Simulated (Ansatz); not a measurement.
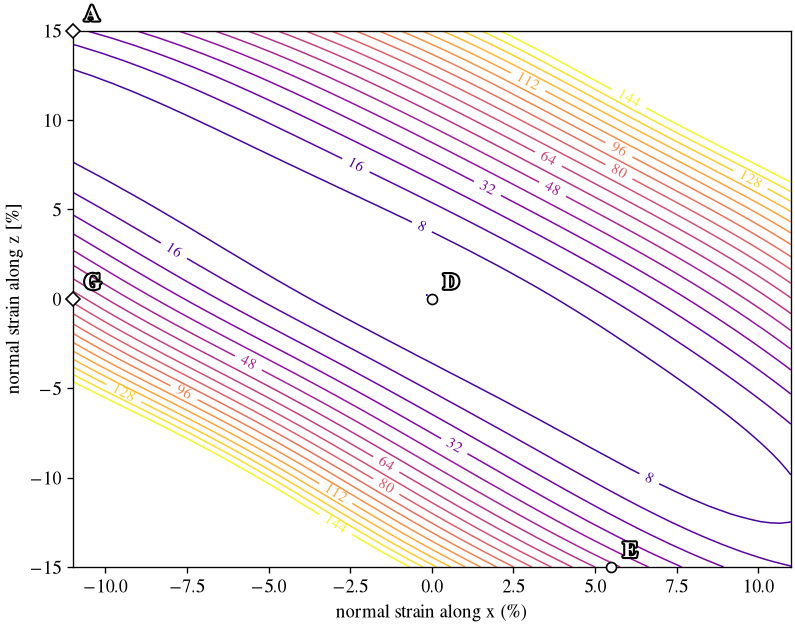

CO₂ (Pa-3, No. 205; 12 atoms in the cell). The energy is mapped over two homogeneous strains (x, y and z along the cube axes). The first coordinate is: normal strain along x; the second: normal strain along z. Nothing is relaxed (fractional coordinates fixed). Grid: 5 × 5 points. Points are written as (first, second). Energies are in meV/atom, from the lowest grid point. These are results of Ansatz 0.2.0, DFT PBEsol, scalar-relativistic, plane waves, PAW, not measurements. Settings: cutoff 520 eV, k-mesh 4×4×4, gaussian smearing 0.05 eV, no spin polarisation.

Drawn: contour lines labelled in meV/atom (none above 144), lettered points. Between grid points the surface is interpolated.

Rank the lettered points by energy, lowest first.

Answer. D (0 meV/atom), A (22 meV/atom), E (51 meV/atom), G (69 meV/atom).

Which space group has the cell at each letter?

Answer. A: Pbca; D: Pa-3; E: Pbca; G: Pbca.
